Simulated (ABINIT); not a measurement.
# BN (P6_3mc): least direct gap against volume

The cell of BN (P6_3mc) is scaled evenly and the response computed anew at each volume, on one mesh. The atoms keep their fractional positions.

It takes space group P6_3mc (No. 186, hexagonal). Conventional cell: a = 2.536 Å, b = 2.536 Å, c = 4.199 Å, α = 90.00°, β = 90.00°, γ = 120.00°. N on site b is surrounded by 4 B at 1.56 to 1.57 Å. B on site b is surrounded by 4 N at 1.56 to 1.57 Å.

Method: ABINIT 10.8.3, LDA, independent particles, k-mesh 15×15×8, Lorentzian half width 0.04 eV.

Launch of the response step: `optic optic.abi`. The series took 4.6 min in all, its band step included, on 4 threads of Intel(R) Xeon(R) Processor @ 2.70GHz, on a shared host.

```tsv
V/V₀	V (Å³, primitive cell)	least direct gap (eV)
0.94	21.98	?
0.97	22.69	8.441
1.00	23.39	8.296
1.03	24.09	8.141
1.06	24.79	7.988
```

For small changes the quantity should be close to linear in ln V.

Working, on the rows shown:

| x = ln(V/V₀) | y = least direct gap |
| --- | --- |
| -0.0304592 | 8.441 |
| 0 | 8.296 |
| 0.0295588 | 8.141 |
| 0.0582689 | 7.988 |

Means: x̄ = 0.014342, ȳ = 8.2165. Σ(x − x̄)(y − ȳ) = -0.02238, Σ(x − x̄)² = 0.004374. Slope = -0.02238 / 0.004374 = -5.118; intercept = ȳ − slope · x̄ = 8.2899. The line misses the rows shown by at most 0.0061 eV.

Question: Fill in the last column of the withheld row.

Answer: At x = -0.061875 the line gives y = 8.6066 eV. The run gave 8.588 eV, so the extrapolation is off by 0.019 eV, 3 % of the range in the table.

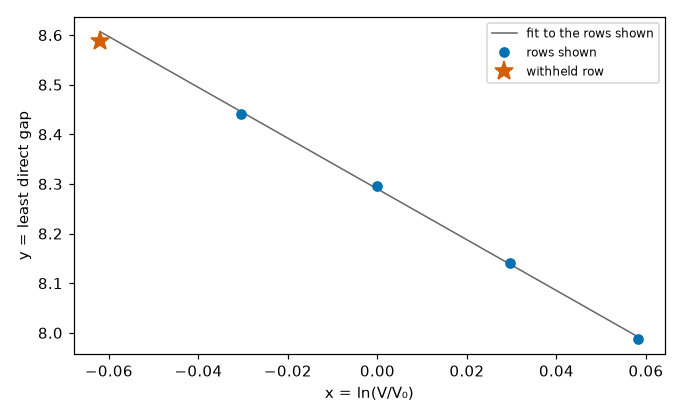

Between the rows on either side of x = 0 the slope is (8.141 − 8.441) / (0.029559 − (-0.030459)) = -4.998. That is a volume deformation potential of -5.0 eV: the least direct gap on this mesh widens by 50 meV for each per cent of compression. The cell comes from an older database entry, whose edges can be off by a per cent or so. LDA gaps are as a rule too small.

[Logs are printed without paths, hosts, clocks, repeated set-up lines and the standing remarks that a program may print on its own settings, such as how far it seeks lower states.]
